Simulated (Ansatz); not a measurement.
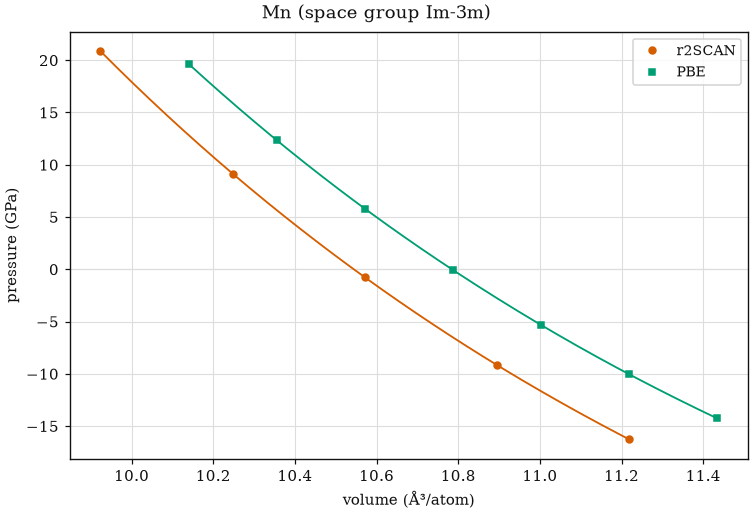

The picture above shows the pressure against volume, with one curve for each functional, for Mn (space group Im-3m).

Calculation (Ansatz 0.2.0 development build): equation of state of a cubic crystal from periodic Kohn-Sham density functional theory without spin, third-order Birch-Murnaghan fit to the free energies; pressure corrected for the finite basis.

| setting | value |
| --- | --- |
| structure type | bcc |
| atoms in cell | 1 |
| space group number | 229 |
| lattice centring | body-centred primitive |
| occupation method | Fermi–Dirac |
| datasets | soft-1 PAW |
| density tolerance | 1e−07 eV |
| bands | 12 |
| density cutoff ratio | 4 |
| search for lower states | default |

Settings that differ: r2SCAN: wave cutoff 500 eV, k mesh 17×17×17, occupation width 0.1 eV; PBE: wave cutoff 420 eV, k mesh 28×28×28, occupation width 0.0612 eV.

Q: Order the curves by fitted equilibrium volume, smallest first.

A: r2SCAN 10.54, PBE 10.78 Å³/atom.

Q: Order the curves by fitted bulk modulus, smallest first.

A: PBE 278, r2SCAN 301 GPa.

Caveats: cubic model structure, not the ambient form; modest k-mesh, values are not fully converged in k (r2SCAN); no spin polarisation, a magnetic state may lie lower.

The computed values:

r2SCAN:
```csv
volume (Å³/atom),pressure (GPa)
9.92,20.9
10.25,9.2
10.57,-0.8
10.89,-9.2
11.22,-16.3
```

PBE:
```csv
volume (Å³/atom),pressure (GPa)
10.14,19.6
10.36,12.3
10.57,5.8
10.79,-0.1
11.00,-5.3
11.22,-10.0
11.43,-14.3
```
